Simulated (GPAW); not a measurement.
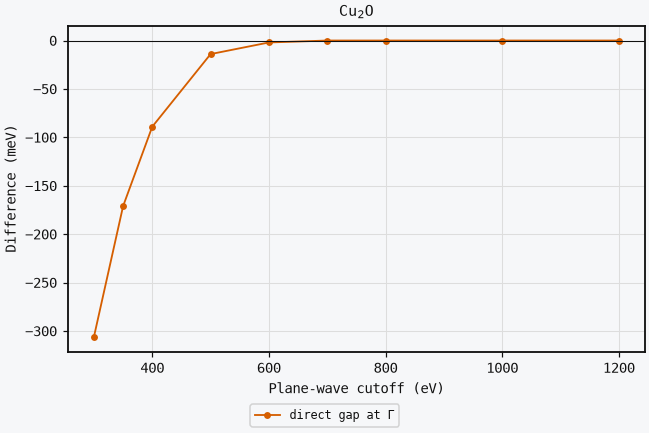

Gaps of Cu2O, space group Pn-3m (No. 224), 6 atoms in the cell (cubic a = 4.260 Å) as the plane-wave cutoff is raised, all else fixed. The plot shows differences from the last run. The cell is at 6 GPa in PBE. Method: PBE, GPAW PAW data sets (gpaw-data 1.2.1), no spin polarisation, no spin-orbit coupling, 5×5×5 k mesh, Fermi-Dirac smearing of 0.05 eV (GPAW).

Which plane-wave cutoff is enough for 10 meV?

The direct gap at Γ starts −306 meV from the last run and stays within 10 meV of it from 600 eV on.

| plane-wave cutoff | direct gap at Γ (eV) |
| --- | --- |
| 300 eV | 0.239 |
| 350 eV | 0.374 |
| 400 eV | 0.456 |
| 500 eV | 0.531 |
| 600 eV | 0.543 |
| 700 eV | 0.545 |
| 800 eV | 0.545 |
| 1000 eV | 0.545 |
| 1200 eV | 0.545 |

LDA, GGA and most meta-GGA functionals understate gaps.
